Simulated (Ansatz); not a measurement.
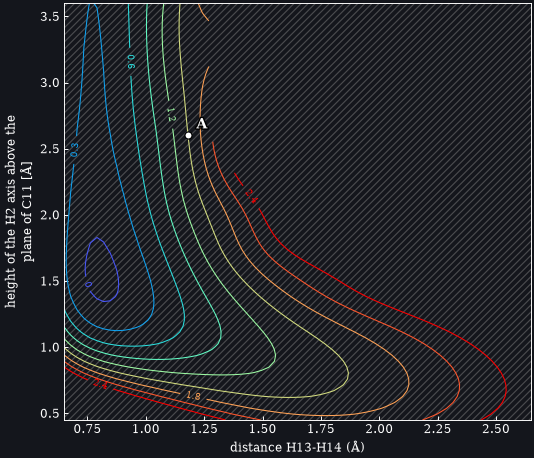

H₂ on a C(101) slab cut from the P6/mmm phase, its upper half relaxed before the scan (12 atoms of substrate and one adsorbate in a 2 × 1 cell). H2 lies flat over one site of a rigid substrate while its bond length and height are varied; it sits over a hollow of the top layer over the deeper atom C9, heights counted from the top plane, its axis along the second surface vector. Coordinates scanned: (1) distance H13-H14; (2) height of the H2 axis above the plane of C11. The scan uses an 8 × 9 grid. At 15 points there is no value (left out: too close to the surface, or the stretched molecule far from it). Points are written as (first, second). All energies are given in eV relative to the lowest grid point. These are results of DFT LDA, scalar-relativistic, plane waves, PAW (Ansatz), not measurements. Settings: cutoff 420 eV, k-mesh 6×3×1, gaussian smearing 0.1 eV, no spin polarisation.

The picture shows contour lines labelled in eV (none above 2.4), hatched blanks where no value was computed, the point A. Between grid points the surface is interpolated.

Is A at rest? If not, where is it pushed?

Answer. A, at (1.181 Å, 2.60 Å), is not a stationary point. The computed force is 4.3 eV for each Å towards smaller values of distance H13-H14 and 0.3 eV for each Å towards smaller values of the second coordinate.
